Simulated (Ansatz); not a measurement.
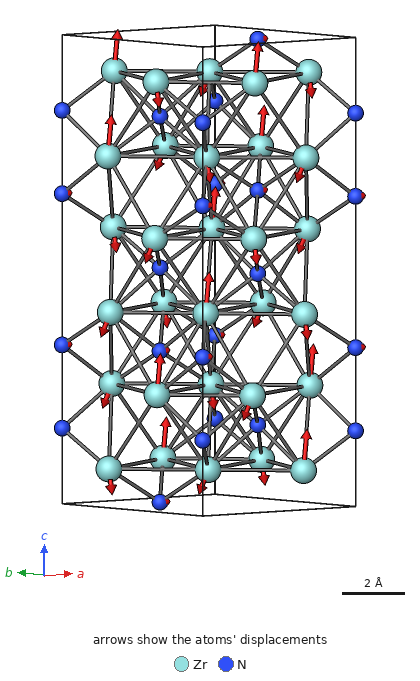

One vibrational mode of a crystal of Zr₃N₂ at the zone centre. The red arrows give the relative displacements of the atoms. A ball-and-stick model of the conventional cell (3 times the calculation's cell), seen from a free direction. Lengths and directions refer to the drawn axes.

All numbers below come from DFT LDA, scalar-relativistic, plane waves, PAW (Ansatz 0.2.0). Set-up: plane-wave cutoff 420 eV; k-point mesh 12 × 12 × 12; occupations fermi dirac; smearing width 0.15 eV; no spin polarisation.

The frequencies depend somewhat on the k-mesh and the smearing.

### Describe the mode and give its frequency.

This is the E_u mode (doubly degenerate; one member of the set is drawn) at 197 cm⁻¹, optical level 3 of 18, counted from below, infrared-active by symmetry. The kinetic energy is shared as Zr 99 %, N 1 %. The crystal is a metal, so free carriers screen the infrared response.
